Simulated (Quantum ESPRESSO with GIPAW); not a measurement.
# Strain and the 17O shielding in MgO (Periclase)

The database entry behind the starting cell differs from later determinations by our own check (about 0.1 % long), so it need not match the best structure at ambient conditions.

GIPAW runs (PBEsol, plane-wave PAW from pslibrary 1.0.0 recipes, cutoffs 65 and 390 Ry, one 8×8×8 mesh for all shielding runs; Quantum ESPRESSO with GIPAW, a patched development version; no spin-orbit coupling, no macroscopic shape term) on MgO (Periclase), space group Fm-3m before straining. The cell below is strained equally along all axes, and the atoms keep their fractional coordinates.

```
Mg O
1.0
     0.00000    2.10850    2.10850
     2.10850    0.00000    2.10850
     2.10850    2.10850    0.00000
Mg O
1 1
Cartesian
  0.0000 0.0000 0.0000
  2.1085 2.1085 2.1085
```

The cell is an entry of the Crystallography Open Database; it need not be the form that is stable at ambient conditions.

The bonds are those of O (atom 2; bound to Mg6). One row is withheld.

| strain (%) | mean bond (Å) | σ_iso Mg (ppm) | σ_iso O (ppm) |
| --- | --- | --- | --- |
| -2 | 2.0663 | ? | ? |
| -1.5 | 2.0769 | 521.14 | 183.17 |
| -1 | 2.0874 | 522.73 | 182.13 |
| 0 | 2.1085 | 525.83 | 179.91 |
| +0.5 | 2.1190 | 527.33 | 178.72 |
| +1 | 2.1296 | 528.80 | 177.49 |
| +2 | 2.1507 | 531.68 | 174.88 |

**Task.** Fit σ_iso of O against strain, judge whether a straight line is enough, and predict the withheld row at -2 %.

1. With n = 6: Σx = 1.000, Σy = 1076.30, Σx² = 8.5000, Σxy = 159.725.

2. Slope b = (nΣxy − ΣxΣy)/(nΣx² − (Σx)²) = -2.36 ppm per %, intercept a = (Σy − bΣx)/n = 179.78 ppm.

3. Residuals (run less line), in the order of the table: -0.14, -0.01, +0.13, +0.12, +0.07, -0.18 ppm. They bend in one sense; the largest is 2.2 % of the range of σ, so a quadratic term is needed: σ = 179.91 − 2.320 x − 0.097 x², with residuals of 0.01 ppm or less.

4. At -2 % (outside the fitted range) the line gives 184.49 ppm and the parabola 184.16 ppm.

5. The run gives:

```csv
strain (%),mean bond (Å),σ_iso Mg (ppm),σ_iso O (ppm)
-2,2.0663,519.51,184.16
```

Prediction less run: the line misses by +0.33 ppm, the parabola hits it to the digits shown. By the parabola, a strain of +1 % changes σ of O by -2.42 ppm and one of −1 % by +2.22 ppm; the mean slope is -2.36 ppm per %, or 1.1 ppm for 0.01 Å of mean bond length. The shift moves the opposite way, scaled by the slope of a reference line. Over the table σ of Mg goes from 519.51 to 531.68 ppm. Zero strain is the database's lattice, not this functional's rest cell, and neither cutoff nor mesh was tested for the slopes. The omitted shape term, common to all sites, changes with strain too. This build of gipaw.x prints that it is not audited and that its numbers are no references by themselves. pw.x warned of eigenvalues not converged in some cycles of these runs, which then met the threshold.

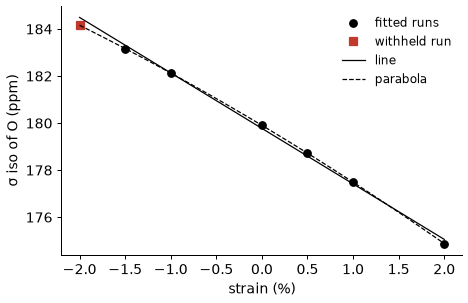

σ_iso of O against strain.

[Banner, clock, file and message-heading lines were taken out of the pw.x and gipaw.x logs.]

[Logs are printed without paths, hosts, clocks, repeated set-up lines and the standing remarks that a program may print on its own settings, such as how far it seeks lower states.]

[Hosts, paths, dates, database ids (printed as entryN), source tags and the programs' standing remarks are cut or masked in the printed files.]
